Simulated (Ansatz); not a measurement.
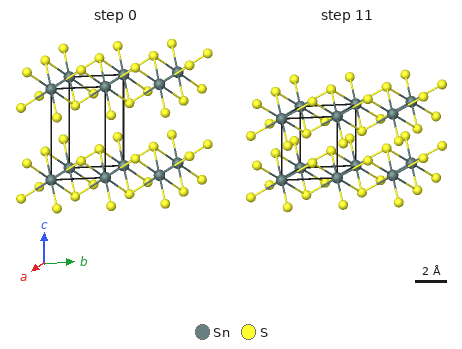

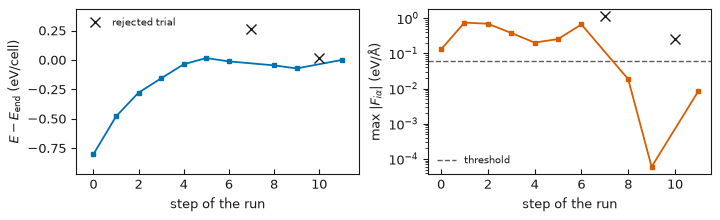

First and last geometry of a relaxation of solid SnS2 (set up in P-3m1) (coarse preliminary run), with the history of the run. A ball-and-stick model of the cell of the calculation, repeated 1 × 2 × 1 with one cell outlined, seen slightly off an axis.

Case: input drawn at random.

All numbers below come from Ansatz 0.2.0, DFT PBE, scalar-relativistic, plane waves, PAW. Set-up: plane-wave cutoff 394.6 eV; occupations gaussian; smearing width 0.1 eV; no spin polarisation; cell and atoms relaxed; force threshold 0.06 eV/Å; at most 30 steps.

Read the history and describe the run.

Answer. The run was cut off at its time limit before the relaxation converged, so the last structure is only a point on the way. Over 9 accepted moves (11 points after the start) the energy rises by 0.802 eV per cell of the calculation. With the target pressure of 20 GPa, the enthalpy E + pV changes by −1.847 eV per cell of the calculation. Largest force component: 0.13 eV/Å at the start, 0.0085 eV/Å at the end. Pressure: 3.20 GPa at the start and 20.76 GPa at the end. The line search rejected the trial steps at points 7, 10 of the run. The largest moves relative to the cell, 0.36 Å, are those of S atoms. Sn stays in place. Cell: a = b 3.674 → 3.764 Å (+2.4 %), c 6.229 → 4.207 Å (−32.5 %). Volume −29.1 %. Among the contacts that change: S–S 3.928 → 2.645 Å, S–Sn 2.576 → 2.558 Å. Among the angles between lasting bonds that change: Sn–S–Sn 91.0° → 94.7°, S–Sn–S 89.0° → 85.3°, S–Sn–S 91.0° → 94.7°. The space group stays P-3m1 (No. 164). The run took about 28 core-seconds on a shared host.

Limits of the set-up: the cutoff lies below the recommended one.
